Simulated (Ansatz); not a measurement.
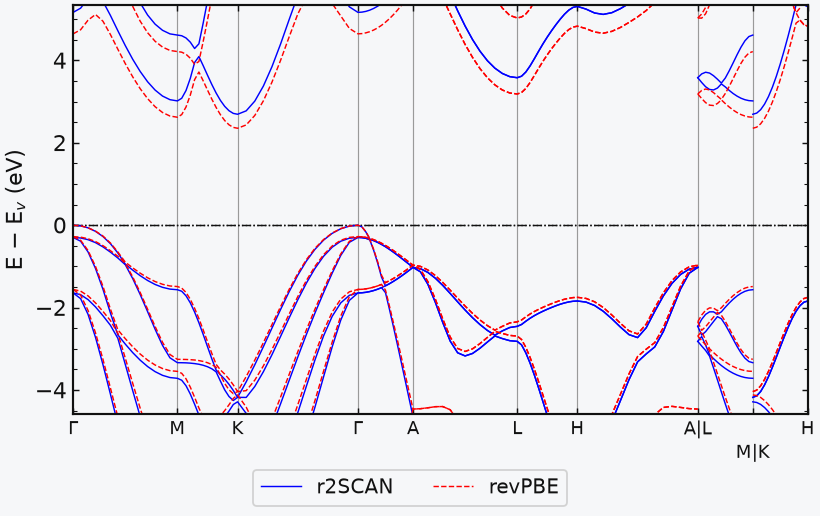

Band structures of wurtzite SiC, space group P6_3mc (No. 186), 4 atoms in the cell (a = 3.076 Å, c = 5.048 Å (hexagonal axes)), by two methods on the same cell. Each is counted from its own valence-band top.

Question: What changes from one method to the other?

Answer: r2SCAN gives a gap of 2.69 eV along the path and revPBE gives a gap of 2.35 eV along the path. Over the top 3 filled bands the two differ by 0.10 eV on average.

Settings. r2SCAN: Ansatz PAW, no spin polarisation, no spin-orbit coupling, 10×10×5 k mesh, 500 eV cutoff, Fermi-Dirac smearing of 0.05 eV (Ansatz 0.2.0). revPBE: Ansatz PAW, no spin polarisation, no spin-orbit coupling, 10×10×5 k mesh, 420 eV cutoff, Fermi-Dirac smearing of 0.05 eV (Ansatz).

The cell is at 6 GPa in revPBE and 0 GPa in r2SCAN. The PAW data sets were made with another functional. LDA, GGA and most meta-GGA functionals understate gaps.
